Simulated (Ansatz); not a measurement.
```
Mn S
1.0
     3.95358    0.00000    0.00000
    -1.97679    3.42390    0.00000
     0.00000    0.00000    6.34253
Mn S
2 2
Direct
  0.66667 0.33333 0.49884
  0.33333 0.66667 0.99884
  0.33333 0.66667 0.62615
  0.66667 0.33333 0.12615
```

Space group P6₃mc; a structure from a database of computed crystals, not necessarily the ambient phase; computed pressure about −4 GPa in this cell; the program warned that a starting moment wasn't kept.

Method: Kohn-Sham DFT of a periodic cell, PBEsol, Ansatz PAW (Ansatz 0.2.0).

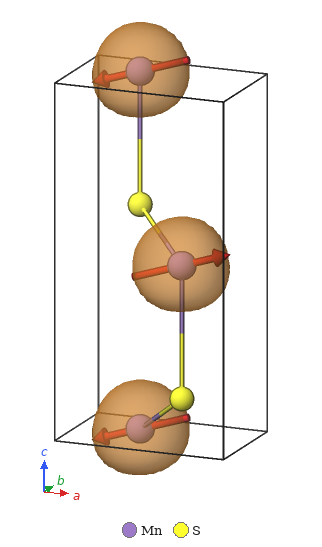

MnS. Isosurface of the size of the magnetisation density at 0.3 e/Å³ (orange), with the spin moments of the magnetic sites as arrows; seen slightly off an axis.

The density is the valence pseudo-density of a PAW calculation; it isn't the true density close to the nuclei.

How are the spin moments arranged, and how large are they?

Answer. Spin moments: Mn 3.9 μB. They are collinear, and cancel (antiferromagnetic).
